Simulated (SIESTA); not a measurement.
## MnS: 7 runs along one coordinate

System: MnS (4 atoms in the cell).
Method: Kohn-Sham DFT of a periodic cell, PBEsol, PseudoDojo 0.4 standard, converted to PSML, spin-polarised (SIESTA 5.4.2).

The 7 runs differ only in the geometry, by an even scaling of the cell at fixed fractional positions. The structure derives from a Materials Project entry.

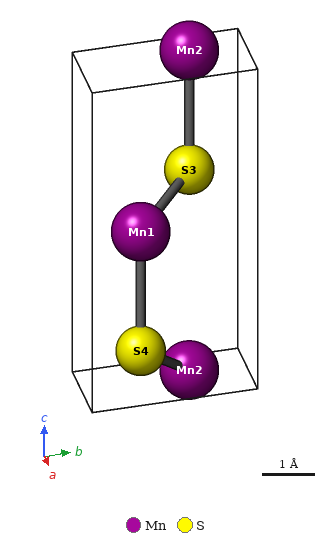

Figure 1. The structure of run 4 (ball-and-stick view of the cell of the calculation, seen at an oblique angle; atoms are numbered from 1 in the order of the input). An atom can appear more than once, as a periodic image.

**Input of run 4**
```
SystemName                      MnS
SystemLabel                     MnS
NumberOfSpecies                 2
NumberOfAtoms                   4
%block ChemicalSpeciesLabel
  1  25 Mn
  2  16 S
%endblock ChemicalSpeciesLabel

LatticeConstant                 1.0 Ang
%block LatticeVectors
     3.9535769233     0.0000000000     0.0000000000
    -1.9767884617     3.4238980514     0.0000000000
     0.0000000000     0.0000000000     6.3425288600
%endblock LatticeVectors
AtomicCoordinatesFormat         Fractional
%block AtomicCoordinatesAndAtomicSpecies
     0.6666666667     0.3333333333     0.4988446700  1  Mn
     0.3333333333     0.6666666667     0.9988446700  1  Mn
     0.3333333333     0.6666666667     0.6261543000  2  S
     0.6666666667     0.3333333333     0.1261543000  2  S
%endblock AtomicCoordinatesAndAtomicSpecies

%block kgrid.MonkhorstPack
    6   0   0  0.0
    0   6   0  0.0
    0   0   3  0.0
%endblock kgrid.MonkhorstPack
XC.Functional                   GGA
XC.Authors                      PBEsol
PAO.BasisSize                   DZP
PAO.EnergyShift                 0.003 Ry
Mesh.Cutoff                     800 Ry
Spin                            polarized
%block DM.InitSpin
    1   4.000
    2   4.000
    3   0.000
    4   0.000
%endblock DM.InitSpin
OccupationFunction              FD
ElectronicTemperature           0.05 eV
MaxSCFIterations                200
SCF.MustConverge                false
SCF.Mixer.Method                Pulay
SCF.Mixer.Weight                0.1
SCF.Mixer.History               10
SCF.DM.Tolerance                5.0e-05
SCF.H.Tolerance                 1.0e-03 eV
WriteForces                     true
Charge.Mulliken                 end
%block PAO.Basis
  Mn 5
  n=3 0 2
    2.738 0.000
  n=4 0 2
    7.595 0.000
  n=3 1 2
    3.070 0.000
  n=4 1 1
    7.595
  n=3 2 2
    5.098 0.000
%endblock PAO.Basis
```

Command:
```bash
siesta MnS.fdf > MnS.out 2>&1
```

Lattice vectors (Å) and fractional positions of run 4:
```
   3.953577    0.000000    0.000000
  -1.976788    3.423898    0.000000
   0.000000    0.000000    6.342529
Mn  0.666667  0.333333  0.498845
Mn  0.333333  0.666667  0.998845
S   0.333333  0.666667  0.626154
S   0.666667  0.333333  0.126154
```

Run 3 differs from it as follows:
```diff
-     3.9535769233     0.0000000000     0.0000000000
-    -1.9767884617     3.4238980514     0.0000000000
-     0.0000000000     0.0000000000     6.3425288600
+     3.9270420505     0.0000000000     0.0000000000
+    -1.9635210253     3.4009181775     0.0000000000
+     0.0000000000     0.0000000000     6.2999602696
```

**Results, with one run withheld**

| run | volume per atom (Å³) | free energy per atom, from the lowest run given (meV) | pressure (GPa) |
| --- | --- | --- | --- |
| 1 | 20.176 | 12.56 | 3.55 |
| 2 | 20.606 | 4.97 | 2.11 |
| 3 | 21.035 | ? | ? |
| 4 | 21.464 | 0.00 | −0.03 |
| 5 | 21.893 | 1.35 | −0.99 |
| 6 | 22.323 | 5.40 | −2.04 |
| 7 | 22.752 | 12.21 | −3.03 |

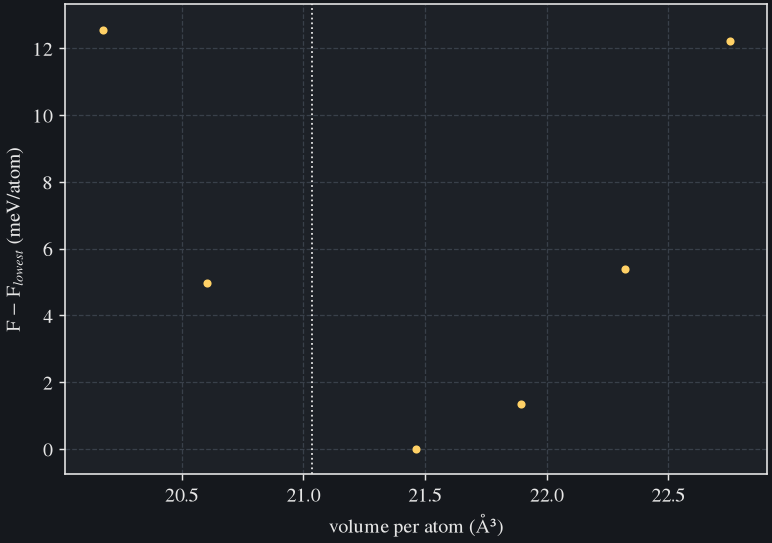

Figure 2. Free energy per atom of the runs given; the dotted line marks run 3.

Estimate the energy of run 3 from the others.

A cubic polynomial in V^(−2/3) (the Birch–Murnaghan form), fitted to the 6 runs given, misses them by at most 0.21 meV per atom. With x = V^(−2/3) − 0.12932 Å⁻², it reads F = −0.17291 − 285.07 x + 4.6743e+05 x² − 2.5254e+06 x³ (meV per atom). At run 3 it gives 0.97 meV per atom, and the run itself gives 1.09. The slope of the fit gives a pressure −dF/dV of 0.98 GPa there, and the run prints 0.87 GPa. The two needn't agree exactly: the fit is approximate, and the printed stress is taken on a finite basis. The fit has its minimum at 21.427 Å³ per atom, where V d²F/dV² gives 51.9 GPa. Cell shape and fractional positions are held, so this is the stiffness under even scaling; the relaxed bulk modulus wasn't computed.

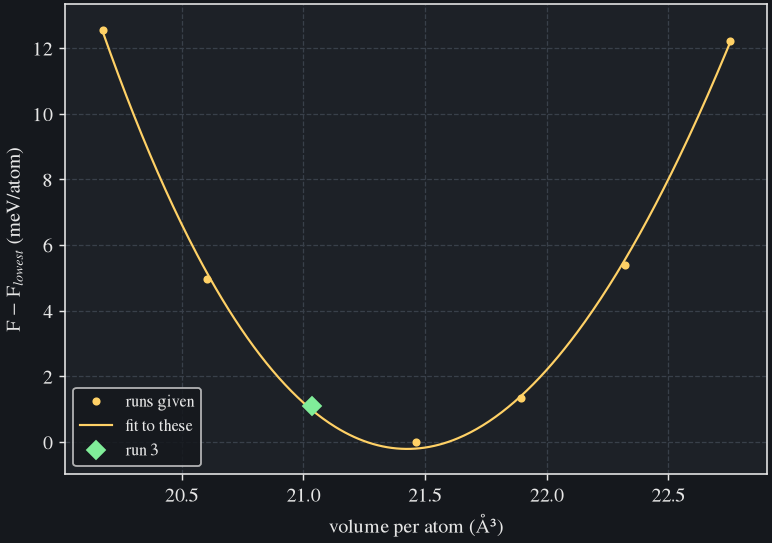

Figure 3. The fit and the withheld run.

**Some lines of the output (run 3)**
```
[...]
outcell: Cell volume (Ang**3)        :     84.1394
stepf: Fermi-Dirac step function
siesta: Etot    =     -6515.928888
siesta: FreeEng =     -6515.947066
        iscf     Eharris(eV)        E_KS(eV)     FreeEng(eV)     dDmax    Ef(eV) dHmax(eV)
siesta: E_KS(eV) =            -6520.2417
siesta: E_KS - E_eggbox =     -6520.2417
siesta: Etot    =     -6520.241698
siesta: FreeEng =     -6520.256647
siesta:         Fermi =      -4.048252
siesta: Cell volume =         84.139426 Ang**3
    Orbital volume contribution        =           3.061692 eV
```

Notes: Points of doubt noted for this run: mulliken charges of long orbitals. With a small basis of atomic orbitals these values can differ much from converged plane-wave results.
